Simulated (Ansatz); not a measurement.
## Two runs on Ge

System: Ge (2 atoms in the cell).
Method of the first run: DFT PBEsol, scalar-relativistic, plane waves, PAW, no spin polarisation (Ansatz 0.2.0).

The structure derives from a Materials Project entry. Text and figures count atoms from 1; the logs count them from 0 in places.

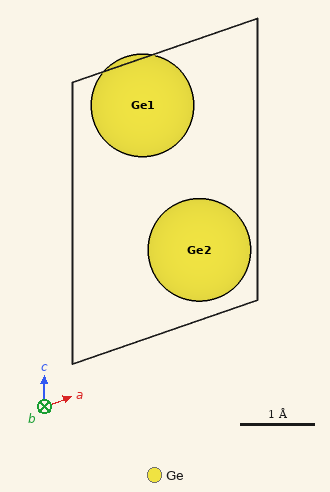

The structure (spheres-only view of the cell of the calculation, set on other vectors, along the b axis; atoms are numbered from 1 in the order of the input). An atom can appear more than once, as a periodic image.

Input file, the first run:
```yaml
crystal:
  lattice:
    - [-2.495898, 2.650863, 1.436947]
    - [2.495898, -2.650863, 1.436947]
    - [2.495898, 2.650863, -1.436947]
  atoms:
    - { symbol: Ge, position: [0.0415431345, 0.7890588818, 0.1674919836] }
    - { symbol: Ge, position: [0.814057, 0.064057, 0.75] }
basis:
  ecutwfc: 420
kpoints:
  mp_grid: { grid: [20, 20, 20] }
hamiltonian:
  xc: pbesol
scf:
  occupations: { method: gaussian, width: 0.15 }
output:
  forces: true
  stress: true
  eigenvalues: true
```

Launched with:
```bash
ansatz run input.yaml --threads 1 --pin off --max-ram 2560MiB --backend cpu --events-out ev --progress --plain --runs-dir out
```

Hardware: 1 thread of AMD EPYC (Zen 5), 32 GiB of memory available, shared host.

Output, shortened to warnings, some set-up lines, iterations and results (the first run):
```
Basis set: ecut = 420 eV, 765 PW (Γ), exchange–correlation on 54×54×54 points (8 copies of the dense FFT grid, shifted against one another)
Symmetry: 2 space group operations
k-points: 4004 of 8000
Initial density: superposition of atomic densities (neutral atoms: chi_scale 0, normalization atom), corrected by the library's trained network
[...]
SCF iter   1: F=—  HF=-8506.462091 eV  |F-HF|=—  |Δ(HF+E_count)|=         —  Δρ=2.26e-3  dr2=1.36e-3  ethr=1.77e-3  ⟨swp⟩=5.1  Hψ=297297  notcnv=0
SCF iter   2: F=—  HF=-8506.460894 eV  |F-HF|=—  |Δ(HF+E_count)|=   1.20e-3  Δρ=1.18e-3  dr2=4.14e-4  ethr=4.86e-6  ⟨swp⟩=2.0  Hψ=157701  notcnv=0
SCF iter   3: F=—  HF=-8506.460886 eV  |F-HF|=—  |Δ(HF+E_count)|=   7.81e-6  Δρ=5.77e-4  dr2=1.17e-4  ethr=1.48e-6  ⟨swp⟩=1.0  Hψ=71607  notcnv=0
SCF iter   4: F=—  HF=-8506.460877 eV  |F-HF|=—  |Δ(HF+E_count)|=   8.78e-6  Δρ=8.15e-5  dr2=2.26e-6  ethr=4.18e-7  ⟨swp⟩=2.1  Hψ=85096  notcnv=0
SCF iter   5: F=—  HF=-8506.460879 eV  |F-HF|=—  |Δ(HF+E_count)|=   1.46e-6  Δρ=1.92e-5  dr2=9.48e-8  ethr=8.08e-9  ⟨swp⟩=2.0  Hψ=127780  notcnv=0
SCF iter   6: F=-8506.460878 eV  HF=-8506.460878 eV  |F-HF|=3.77e-9  |Δ(HF+E_count)|=   3.94e-8  Δρ=4.84e-6  dr2=4.98e-9  ethr=3.39e-10  ⟨swp⟩=3.3  Hψ=277474  notcnv=0
SCF 1 converged in 6 iterations: F = -8506.460878 eV  dr2 = 4.98e-9
SCF converged after 6 iterations
Free energy (F): -8506.460878 eV
Harris-Foulkes:  -8506.460878 eV  (|F-HF|=3.77e-9)
Internal energy: -8506.451836 eV  (E = F + TS)
E sigma→0 (E₀):  -8506.456357 eV
Entropy (-TS):   -0.009043 eV (-4.521 meV/atom)
Fermi energy:    10.631766 eV
--- Per-component energies (eV) ---
  E_band       = -237.043925
  E_kinetic    = 222.291359
  E_local      = -4378.560305  (includes V_loc(G=0)·N_el)
  E_nonlocal   = 836.342014
  E_hartree    = 1915.714883
  E_xc         = -150.418071
  E_vxc        = -129.944688  (∫ρ·V_xc dr)
  E_paw        = -3953.943659  (= ΣΔE_a)
  E_vpaw       = -618.606778  (= ΣTr[D̂ρ^β])
  E_aug_tail   = 0.000670  (compensation charges beyond the density's cutoff)
  E_ewald      = -2999.714600
  E_core_change = 1.835872  (= ΣΔE_core)
  E_smearing   = -0.009043  (= −TS)
  E_closure    = 0.000000  (closes the sum)
  Σ components = -8506.460878   (vs F -8506.460878, Δ=0.00e0)
--- Forces (eV/Å), atoms counted from 1 ---
  atom   1  Ge     1.22868252     0.47166135     0.22632563
  atom   2  Ge    -1.22868252    -0.47166135    -0.22632563
  max |Σ_I F_I| component: 0.00e0 eV/Å
--- Stress (GPa, compression-positive) ---
        5.376961      -0.024099       2.698791
       -0.024099      -1.918866      -0.425482
        2.698790      -0.425481      -1.084433
  P = ⅓ Tr σ = 0.7912 GPa (7.912 kbar)
```

The input of the second run differs as follows (lines with − go, lines with + come):
```diff
-    - { symbol: Ge, position: [0.0415431345, 0.7890588818, 0.1674919836] }
+    - { symbol: Ge, position: [0.1659370591, 0.9146949327, 0.2087459918] }
```

Predict how the results change.

With the same functional and potentials, the second run lies 73.3 meV per atom lower. The pressure goes from 0.79 to −1.80 GPa. The largest force goes from 1.335 to 0.480 eV/Å. The number of SCF iterations is the same.

Output, shortened to warnings, some set-up lines, iterations and results (the second run):
```
Basis set: ecut = 420 eV, 765 PW (Γ), exchange–correlation on 54×54×54 points (8 copies of the dense FFT grid, shifted against one another)
Symmetry: 2 space group operations
k-points: 4004 of 8000
Initial density: superposition of atomic densities (neutral atoms: chi_scale 0, normalization atom), corrected by the library's trained network
[...]
SCF iter   1: F=—  HF=-8506.608539 eV  |F-HF|=—  |Δ(HF+E_count)|=         —  Δρ=2.22e-3  dr2=1.15e-3  ethr=1.77e-3  ⟨swp⟩=5.0  Hψ=293464  notcnv=0
SCF iter   2: F=—  HF=-8506.607460 eV  |F-HF|=—  |Δ(HF+E_count)|=   1.08e-3  Δρ=1.09e-3  dr2=3.31e-4  ethr=4.11e-6  ⟨swp⟩=2.0  Hψ=159029  notcnv=0
SCF iter   3: F=—  HF=-8506.607461 eV  |F-HF|=—  |Δ(HF+E_count)|=   1.11e-6  Δρ=5.61e-4  dr2=1.07e-4  ethr=1.18e-6  ⟨swp⟩=1.0  Hψ=71570  notcnv=0
SCF iter   4: F=—  HF=-8506.607454 eV  |F-HF|=—  |Δ(HF+E_count)|=   6.69e-6  Δρ=8.58e-5  dr2=2.62e-6  ethr=3.84e-7  ⟨swp⟩=2.1  Hψ=82266  notcnv=0
SCF iter   5: F=—  HF=-8506.607455 eV  |F-HF|=—  |Δ(HF+E_count)|=   7.41e-7  Δρ=1.43e-5  dr2=5.44e-8  ethr=9.37e-9  ⟨swp⟩=3.0  Hψ=129239  notcnv=0
SCF iter   6: F=-8506.607455 eV  HF=-8506.607455 eV  |F-HF|=4.71e-10  |Δ(HF+E_count)|=   1.60e-8  Δρ=3.40e-6  dr2=2.40e-9  ethr=1.94e-10  ⟨swp⟩=3.3  Hψ=236074  notcnv=0
SCF 1 converged in 6 iterations: F = -8506.607455 eV  dr2 = 2.40e-9
SCF converged after 6 iterations
Free energy (F): -8506.607455 eV
Harris-Foulkes:  -8506.607455 eV  (|F-HF|=4.71e-10)
Internal energy: -8506.598151 eV  (E = F + TS)
E sigma→0 (E₀):  -8506.602803 eV
Entropy (-TS):   -0.009303 eV (-4.652 meV/atom)
Fermi energy:    10.643540 eV
--- Per-component energies (eV) ---
  E_band       = -235.800594
  E_kinetic    = 221.574737
  E_local      = -4342.084171  (includes V_loc(G=0)·N_el)
  E_nonlocal   = 835.786160
  E_hartree    = 1898.232099
  E_xc         = -150.158246
  E_vxc        = -129.600975  (∫ρ·V_xc dr)
  E_paw        = -3953.586087  (= ΣΔE_a)
  E_vpaw       = -617.943482  (= ΣTr[D̂ρ^β])
  E_aug_tail   = 0.000653  (compensation charges beyond the density's cutoff)
  E_ewald      = -3018.199168
  E_core_change = 1.835872  (= ΣΔE_core)
  E_smearing   = -0.009303  (= −TS)
  E_closure    = 0.000000  (closes the sum)
  Σ components = -8506.607455   (vs F -8506.607455, Δ=0.00e0)
--- Forces (eV/Å), atoms counted from 1 ---
  atom   1  Ge     0.27590008     0.39200229    -0.02851380
  atom   2  Ge    -0.27590008    -0.39200229     0.02851380
  max |Σ_I F_I| component: 0.00e0 eV/Å
--- Stress (GPa, compression-positive) ---
       -1.458565      -0.000013       0.919816
       -0.000013      -1.810125      -0.081512
        0.919816      -0.081512      -2.140236
  P = ⅓ Tr σ = -1.8030 GPa (-18.030 kbar)
```

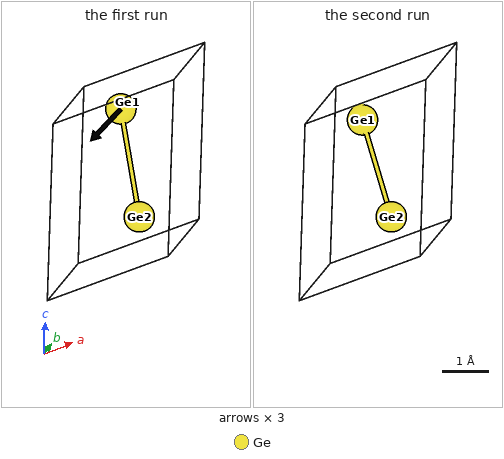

The two input geometries at one scale (ball-and-stick view of the cell of the calculation, set on other vectors, seen slightly off an axis). The black arrows on the first give the shifts of the atoms relative to the cell, magnified 3 times. The atom that moves furthest is Ge1 (0.34 Å). The cell stays as it was. Among the contacts that change: Ge1–Ge2 2.419 → 2.620 Å.

The two runs side by side:

```csv
quantity,the first run,the second run
outcome,converged,converged
free energy per atom (eV),−4253.2304,−4253.3037
"energy per atom, smearing taken to zero (eV)",−4253.2282,−4253.3014
gap on the mesh (eV),0.00,0.00
pressure (GPa),0.79,−1.80
largest force (eV/Å),1.335,0.480
SCF iterations,6,6
irreducible k-points,4004,4004
plane waves at Γ,765,765
wall time (shared host),50 s,50 s
```
